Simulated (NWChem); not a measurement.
# C3H8S (1-propanethiol): levels of theory compared

Aim: a comparison of 6 runs (HF/STO-3G, HF/def2-SVP, r2SCAN/pcseg-1, B3LYP/6-31G*, CCSD/def2-SVP) of C3H8S (1-propanethiol). 

Program for the calculation: NWChem 7.3.0.

1 further run of the same task is left out (set aside as unsound or not needed).

## 1. The molecule

C3H8S has 12 atoms, charge 0, and is taken as a singlet. As SMILES, `CCCS`. Geometry: relaxed at PBE0-D4/def2-TZVP. This is one conformer, not always the lowest.

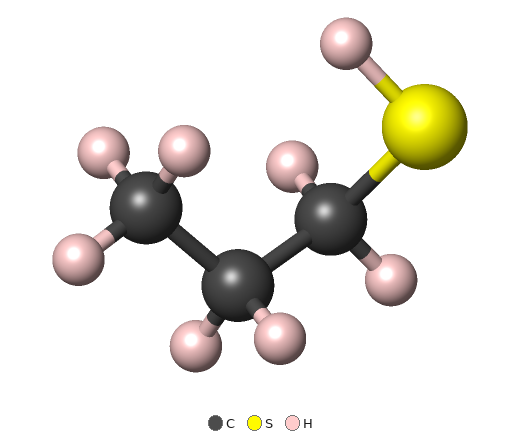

Viewed from a chosen angle; carbon dark grey, sulfur yellow, hydrogen pink.

## 2. Energy and gradient at HF/STO-3G (run 1)

Input file work.nw:

```
start work
title "C3H8S hf"
memory 2200 mb
charge 0

geometry units angstrom noautosym nocenter noautoz
  C    -1.283300   -0.379200   -0.272800
  C     0.045200   -0.724800    0.373600
  C     1.180600    0.206600   -0.015700
  S     1.010700    1.918500    0.559900
  H    -1.199600   -0.359800   -1.363700
  H    -1.640700    0.599300    0.056300
  H    -2.049500   -1.112000   -0.012100
  H     0.337600   -1.742000    0.086700
  H    -0.058900   -0.723300    1.462800
  H     2.117600   -0.129200    0.434600
  H     1.332400    0.212800   -1.097800
  H     0.025600    2.287900   -0.272500
end

basis spherical bse
  * library STO-3G
end

scf
  thresh 1e-08
  maxiter 80
  noprint "final vectors analysis"
end

task scf gradient
```

Started as:

```console
$ nwchem work.nw > work.out
```

Output:

```text
[...]
  functions       =    32
[...]
  wavefunction    = RHF
[...]
         Total SCF energy =   -510.053147727189
      One-electron energy =  -1036.434804175909
      Two-electron energy =    359.215136631613
 Nuclear repulsion energy =    167.166519817107
        Time for solution =      2.3s
[...]
                         RHF ENERGY GRADIENTS
    atom               coordinates                        gradient
                 x          y          z           x          y          z
   1 C      -2.425085  -0.716584  -0.515517    0.023705  -0.005947   0.011669
   2 C       0.085416  -1.369673   0.706002   -0.006303   0.024985  -0.014526
   3 C       2.231011   0.390417  -0.029669   -0.021299  -0.028667   0.004976
   4 S       1.909946   3.625439   1.058058    0.005615  -0.001724   0.003618
   5 H      -2.266915  -0.679923  -2.577019   -0.000220   0.000012  -0.007040
   6 H      -3.100473   1.132513   0.106392   -0.002261   0.005520   0.001998
   7 H      -3.872993  -2.101375  -0.022866   -0.004664  -0.002750   0.000547
   8 H       0.637971  -3.291903   0.163839    0.003812  -0.004959  -0.001649
   9 H      -0.111305  -1.366839   2.764291    0.000882   0.000093   0.005002
  10 H       4.001684  -0.244153   0.821275    0.005329   0.004255   0.002706
  11 H       2.517871   0.402134  -2.074541    0.002066   0.004428  -0.003264
[...]
```

Run time: 3.6 s. Hardware: 1 thread of Intel Xeon Platinum 8488C (Sapphire Rapids), shared host; peak memory 0.099 GiB.

## 3. Energy and forces at HF/def2-SVP (run 2)

Input file run.py:

```python
from ase import Atoms
from ase.calculators.nwchem import NWChem

mol = Atoms(['C', 'C', 'C', 'S', 'H', 'H', 'H', 'H', 'H', 'H', 'H', 'H'], positions=[
    [-1.283300, -0.379200, -0.272800],
    [0.045200, -0.724800, 0.373600],
    [1.180600, 0.206600, -0.015700],
    [1.010700, 1.918500, 0.559900],
    [-1.199600, -0.359800, -1.363700],
    [-1.640700, 0.599300, 0.056300],
    [-2.049500, -1.112000, -0.012100],
    [0.337600, -1.742000, 0.086700],
    [-0.058900, -0.723300, 1.462800],
    [2.117600, -0.129200, 0.434600],
    [1.332400, 0.212800, -1.097800],
    [0.025600, 2.287900, -0.272500],
])

calc = NWChem(
    label='c3h8s',
    theory='scf',
    memory='2200 mb',
    basis='def2-SVP',
    basispar='spherical bse',
    scf={'nopen': '0', 'rhf': None, 'thresh': '1e-08', 'maxiter': '80'},
)
mol.calc = calc

forces = mol.get_forces()
e = mol.get_potential_energy()
print(f"E = {e:.6f} eV")
print("forces (eV/A):")
for s, f in zip(mol.symbols, forces):
    print(f"{s:2s} {f[0]:10.5f} {f[1]:10.5f} {f[2]:10.5f}")
print("dipole (e A):", mol.get_dipole_moment().round(4))
```

Started as:

```console
$ export ASE_NWCHEM_COMMAND="nwchem PREFIX.nwi > PREFIX.nwo"
$ python run.py
```

Output:

```text
E = -14029.687853 eV
forces (eV/A):
C    -0.24724    0.03888   -0.06911
C     0.06124   -0.21001    0.12871
C     0.33352   -0.10243   -0.09230
S    -0.21587    0.31609   -0.11652
H    -0.01908   -0.00586    0.03168
H    -0.01574   -0.07924   -0.02669
H     0.01620    0.00967   -0.00627
H    -0.03445    0.05893    0.02175
H    -0.00118   -0.01646   -0.06371
H    -0.07698   -0.02005   -0.05543
H     0.00381   -0.02453    0.08181
H     0.19571    0.03497    0.16609
dipole (e A): [-0.1178 -0.2659 -0.2017]
```

The calculator wrote c3h8s.nwi:

```
title "c3h8s"

permanent_dir c3h8s

scratch_dir c3h8s

start c3h8s

geometry units angstrom nocenter noautosym noautoz
  C  -1.2833000000000001e+00 -3.7919999999999998e-01 -2.7279999999999999e-01
  C  4.5199999999999997e-02 -7.2480000000000000e-01 3.7359999999999999e-01
  C  1.1806000000000001e+00 2.0660000000000001e-01 -1.5699999999999999e-02
  S  1.0106999999999999e+00 1.9185000000000001e+00 5.5989999999999995e-01
  H  -1.1996000000000000e+00 -3.5980000000000001e-01 -1.3636999999999999e+00
  H  -1.6407000000000000e+00 5.9930000000000005e-01 5.6300000000000003e-02
  H  -2.0495000000000001e+00 -1.1120000000000001e+00 -1.2100000000000000e-02
  H  3.3760000000000001e-01 -1.7420000000000000e+00 8.6699999999999999e-02
  H  -5.8900000000000001e-02 -7.2330000000000005e-01 1.4628000000000001e+00
  H  2.1175999999999999e+00 -1.2920000000000001e-01 4.3459999999999999e-01
  H  1.3324000000000000e+00 2.1279999999999999e-01 -1.0978000000000001e+00
  H  2.5600000000000001e-02 2.2879000000000000e+00 -2.7250000000000002e-01
end

memory 2200 mb

basis spherical bse noprint
   * library def2-SVP
end

scf
  nopen 0
  rhf
  thresh 1e-08
  maxiter 80
end

task scf gradient
```

c3h8s.nwo, shortened:

```text
[...]
      One-electron energy =  -1039.797848354021
[... 1 line left out ...]
 Nuclear repulsion energy =    167.166519817107
[... 39 lines left out ...]
                       ROHF Final Molecular Orbital Analysis
[... 228 lines left out ...]
     1   1 0 0     -0.222649      0.000000     27.761398
[...]
  wavefunction    =   RHF
                         RHF ENERGY GRADIENTS
    atom               coordinates                        gradient
                 x          y          z           x          y          z
   1 C      -2.425085  -0.716584  -0.515517    0.004808  -0.000756   0.001344
   2 C       0.085416  -1.369673   0.706002   -0.001191   0.004084  -0.002503
   3 C       2.231011   0.390417  -0.029669   -0.006486   0.001992   0.001795
[... 8 lines of this table left out ...]
  12 H       0.048377   4.323504  -0.514950   -0.003806  -0.000680  -0.003230
[...]
```

Run time: 20 s. Hardware: 1 thread of Intel Xeon Platinum 8488C (Sapphire Rapids), shared host; peak memory 0.1 GiB.

Runs 3 to 5 aren't shown in full; the table further down has their settings and results.

## 4. A single-point energy at CCSD/def2-SVP (run 6)

Input file job.nw:

```
start job
title "C3H8S"
memory total 2200 mb
geometry units angstroms noautosym nocenter noautoz
C       -1.283300      -0.379200      -0.272800
C        0.045200      -0.724800       0.373600
C        1.180600       0.206600      -0.015700
S        1.010700       1.918500       0.559900
H       -1.199600      -0.359800      -1.363700
H       -1.640700       0.599300       0.056300
H       -2.049500      -1.112000      -0.012100
H        0.337600      -1.742000       0.086700
H       -0.058900      -0.723300       1.462800
H        2.117600      -0.129200       0.434600
H        1.332400       0.212800      -1.097800
H        0.025600       2.287900      -0.272500
end
basis spherical bse
C library def2-SVP
S library def2-SVP
H library def2-SVP
end
scf
thresh 1e-08
maxiter 80
end
ccsd
freeze core 8
maxiter 60
end
task ccsd energy
```

Started as:

```console
$ nwchem job.nw > job.out
```

Output:

```text
[...]
  functions       =   100
[...]
  wavefunction    = RHF
[...]
         Total SCF energy =   -515.581523115193
      One-electron energy =  -1039.797848353978
      Two-electron energy =    357.049805421677
 Nuclear repulsion energy =    167.166519817107
        Time for solution =     16.4s
[...]
 Total MP2 energy:           -516.153177389337429
[...]
             energy      energy      error      ampl     ampl      Block
                                                time     time      time
[...]
 Total CCSD energy:           -516.212519569079404
[...]
```

Wall time 3.3 min (1 thread of Intel Xeon Platinum 8488C (Sapphire Rapids), shared host); peak memory 0.27 GiB.

## 5. Overview of the runs

| run | level | iteration cap | module | energy (Eh) | dipole moment (D) | largest force (eV/Å) | wall time |
| --- | --- | --- | --- | --- | --- | --- | --- |
| 1 | HF/STO-3G | 80 | scf | -510.053148 | 1.05 | 1.854 | 3.6 s |
| 2 | HF/def2-SVP | 80 | scf | -515.581523 | 1.70 | 0.400 | 20 s |
| 3 | r2SCAN/pcseg-1 | 100 | dft | -517.173273 | – | 0.516 | 45 s |
| 4 | B3LYP/6-31G* (spherical functions) | 100 | dft | -517.321175 | 1.80 | 0.653 | 51 s |
| 5 | B3LYP/6-31G* (Cartesian functions) | 100 | dft | -517.326136 | 1.80 | 0.660 | 54 s |
| 6 | CCSD/def2-SVP | 80 | ccsd | -516.212520 | – | – | 3.3 min |

## 6. Results

| quantity | value |
| --- | --- |
| run 6: total energy | -516.21252 Eh |
| run 6: HOMO energy (Hartree–Fock orbitals) | -9.57 eV |
| run 6: LUMO energy (Hartree–Fock orbitals) | 4.38 eV |
| run 6: HOMO–LUMO gap (Hartree–Fock orbitals) | 13.95 eV |
| run 6: correlation energy (8 core orbitals frozen) | -631.0 mEh |

Over runs 1, 2, 4, 5 the dipole moment (its size) runs from 1.05 D (HF/STO-3G) to 1.80 D (B3LYP/6-31G*). The two ends differ in method and basis. Over runs 2, 4, 5 the HOMO–LUMO gap runs from 7.30 eV (B3LYP/6-31G*) to 13.95 eV (HF/def2-SVP). Totals of different functionals can't be ranked against each other. In run 1 the basis is minimal, so the values are rough. All runs together took 6.2 min, the longest 3.3 min.
